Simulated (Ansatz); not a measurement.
# Al3GaN4: what the fields show

```xyz
16
Lattice="4.4014 4.4014 0.0000 -4.4014 4.4014 0.0000 0.0000 0.0000 4.4014" Properties=species:S:1:pos:R:3 pbc="T T T"
Al   -2.1780    2.2234    0.0238
Al    2.2234    2.2234    0.0238
Al   -2.2007    4.4014    2.2007
Al    2.2007    4.4014    2.2007
Al    0.0000    2.2007    2.2007
Al    0.0000    6.6022    2.2007
Ga    0.0000    0.0000    0.0000
Ga    0.0000    4.4014    0.0000
N    -1.1261    3.2754    1.1261
N     3.2754    3.2754    1.1261
N    -1.1261    1.1261    3.2754
N    -1.1261    5.5275    3.2754
N    -3.2754    3.2754    3.2754
N     1.1261    3.2754    3.2754
N     1.1261    1.1261    1.1261
N     1.1261    5.5275    1.1261
```

Space group Cm; a structure from a database of computed crystals, not necessarily the ambient phase; changed on purpose from its base cell (atom 1 (Al) moved +0.040 A towards its neighbour atom 5 (N) at 1.892 A); not relaxed (largest force 0.9 eV/Å).

Method: Ansatz, DFT PBEsol, scalar-relativistic, plane waves, PAW.

In a PAW calculation such maps are meaningful between the atoms, not at the nuclei.

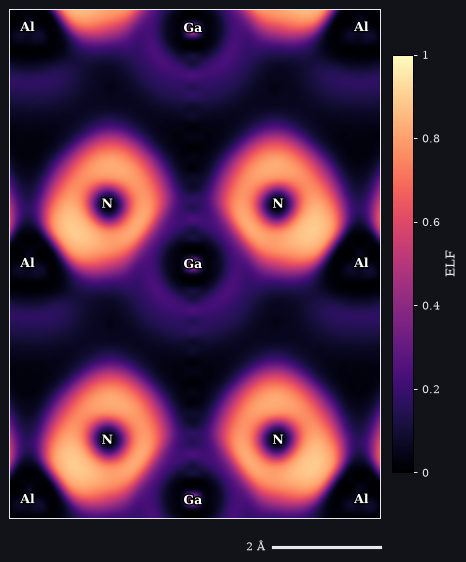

Figure 1. Electron localisation function on the (010) plane of the conventional cell.

### What do the fields say about this system?

- The plane passes through Al, Ga and N nuclei.
- Al–N (1.85 Å): the ELF peaks at about 0.90 between the atoms, as expected for a shared but strongly polarised pair.
- Ga–N (1.95 Å): the ELF peaks at about 0.80 in the valence shell of N, 0.7 Å from its nucleus, and is about 0.45 at the midpoint.
- Al–N (1.90 Å): the ELF peaks at about 0.90 between the atoms (a polar covalent bond).
- The features right at Ga lie inside the PAW spheres, where the map follows smoothed inner orbitals and isn't to be read closely.

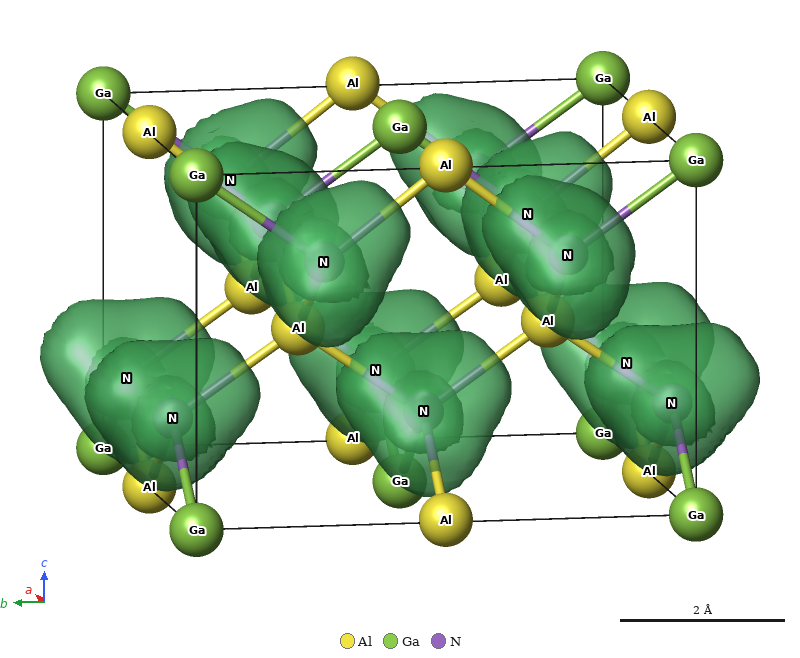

Figure 2. Isosurface of the ELF at 0.75 (green), seen at an oblique angle. Only the valence region is drawn (cores and ρ < 0.01 e/Å³ removed). Sticks mark near contacts.

### Identify the bonds, lone pairs and shells in this picture.

At this value the surface marks out eight regions on N in which the atom's valence shell and bonds are merged, counted in one cell of 16 atoms. Any copies at cell faces, edges or corners count once.

### Does the calculation give a band gap?

It is gapped, with a Kohn–Sham gap of 3.3 eV on the k-point mesh, an upper bound to the gap of this method.
